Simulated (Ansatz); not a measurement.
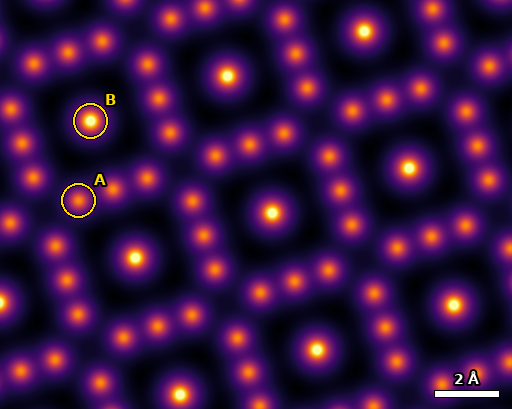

Projected-potential map of Cu (Pm-3n, No. 223) along [001]. Computed as the sum of neutral-atom potentials (tabulated electron scattering factors, B = 0.3 Å²) projected along the beam and smoothed by 0.25 Å; brighter is more positive. The display is stretched by a gamma of 0.6; percentages refer to the linear signal. Structure: the input geometry of an electronic-structure calculation (not necessarily at equilibrium); the starting structure was generated, so it need not be a known form of this composition.

```cif
data_structure
_symmetry_space_group_name_H-M 'Pm-3n'
_symmetry_Int_Tables_number 223
_cell_length_a 4.6146
_cell_length_b 4.6146
_cell_length_c 4.6146
_cell_angle_alpha 90.000
_cell_angle_beta 90.000
_cell_angle_gamma 90.000
_cell_volume 98.27
loop_
_atom_site_label
_atom_site_type_symbol
_atom_site_symmetry_multiplicity
_atom_site_Wyckoff_symbol
_atom_site_fract_x
_atom_site_fract_y
_atom_site_fract_z
_atom_site_occupancy
Cu1 Cu 2 a 0.00000 0.00000 0.00000 1
Cu2 Cu 6 c 0.25000 0.00000 0.50000 1
```

Q: Assign the marked columns.

A: Cu (1 Cu per 4.61 Å along the beam; about 50 % of the brightest peak). B: Cu (2 Cu per 4.61 Å along the beam; the brightest kind). Brightness is counted from the darkest point of the image.
